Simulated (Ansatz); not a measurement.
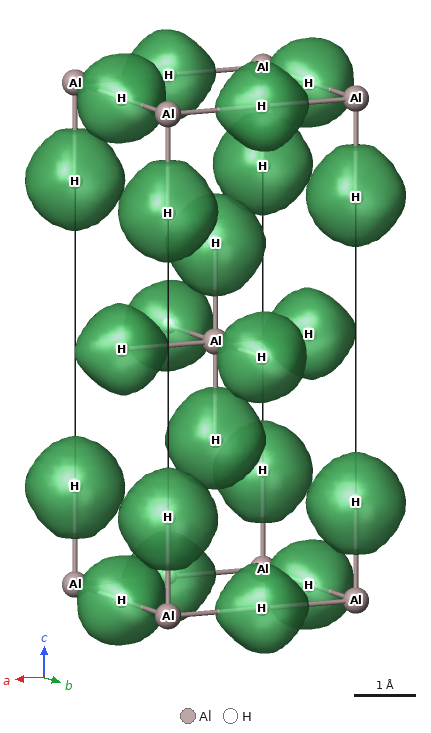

Figure 1: AlH4. Isosurface of the electron localisation function at 0.9 (green), seen at an oblique angle. Only the valence region is drawn (cores and ρ < 0.01 e/Å³ removed). Sticks mark near contacts.

Space group I4/mmm; a structure generated by program, which may or may not match a known phase; computed without spin polarisation.

Method: DFT PBE, scalar-relativistic, plane waves, PAW in Ansatz 0.2.0.

In a PAW calculation such maps are meaningful between the atoms, not at the nuclei.

```
Al H
1.0
     3.48410    0.00000    0.00000
     0.00000    3.48410    0.00000
     0.00000    0.00000    8.46508
Al H
2 8
Direct
  0.00000 0.00000 0.00000
  0.50000 0.50000 0.50000
  0.00000 0.00000 0.19678
  0.50000 0.50000 0.69678
  0.00000 0.00000 0.80322
  0.50000 0.50000 0.30322
  0.00000 0.50000 0.00000
  0.50000 0.00000 0.50000
  0.50000 0.00000 0.00000
  0.00000 0.50000 0.50000
```

Where are the electrons localised?

The ELF exceeds this value in eight regions around hydrogen nuclei, counted in one cell of 10 atoms. Any copies at cell faces, edges or corners count once.

Values along the shortest contacts:
Al–H (1.67 Å): the ELF peaks at about 1 in the valence shell of H, 0.5 Å from its nucleus, and is about 1 at the midpoint. Al–H (1.74 Å): the ELF climbs to about 1 towards the hydrogen.

Does the calculation give a band gap?

It is gapless in this calculation (a metal or semimetal).
